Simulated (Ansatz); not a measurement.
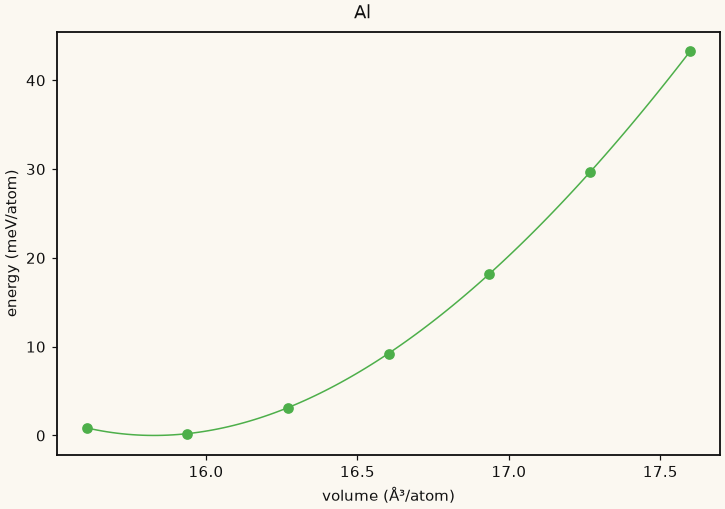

Plotted: energy against volume for Al, space group Fm-3m (No. 225).

Starting cell:
```cif
data_structure
_symmetry_space_group_name_H-M 'P 1'
_symmetry_Int_Tables_number 1
_cell_length_a 2.8635
_cell_length_b 2.8635
_cell_length_c 2.8635
_cell_angle_alpha 60.000
_cell_angle_beta 60.000
_cell_angle_gamma 60.000
_cell_volume 16.60
loop_
_atom_site_label
_atom_site_type_symbol
_atom_site_fract_x
_atom_site_fract_y
_atom_site_fract_z
_atom_site_occupancy
Al1 Al 0.00000 0.00000 0.00000 1
```

How it was computed, with Ansatz 0.2.0: plane-wave DFT, no spin polarisation; energies at scaled volumes of the given cell, shape and fractions fixed, counted from the fit's minimum, third-order Birch-Murnaghan fit. Level: LDA.

- k mesh: 11×11×11
- occupations: Fermi–Dirac
- smearing width: 0.05 eV
- potentials: Ansatz PAW
- wave cutoff: 420 eV
- density cutoff: 1680 eV

This calculation gives: equilibrium volume 15.83 Å³/atom and bulk modulus 85.4 GPa.

Now the level changes from LDA to BPBE. What happens?

The equilibrium volume rises from 15.83 to 16.65 Å³/atom (+5.2 %) and the bulk modulus falls from 85.4 to 76.5 GPa (−10 %).

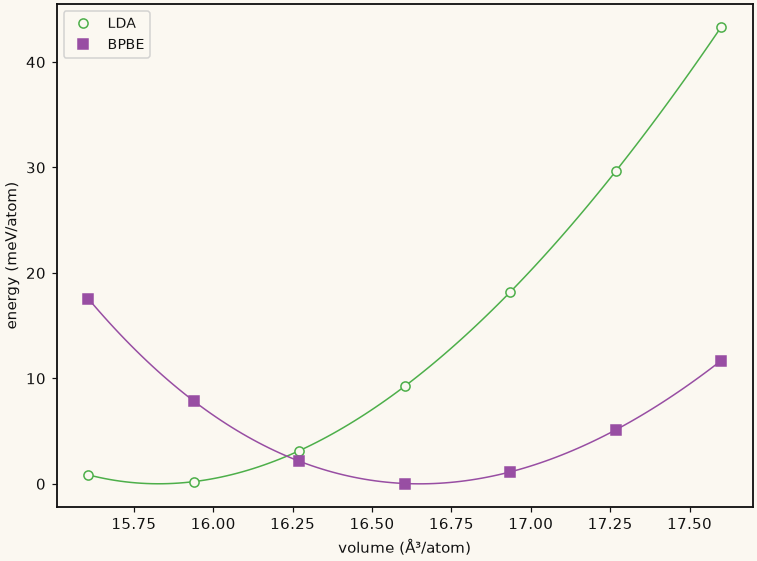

The two results together.

For BPBE, limits of the calculation: the functional was run on potentials made for another functional.

V0 and the bulk modulus come from third-order Birch–Murnaghan fits.
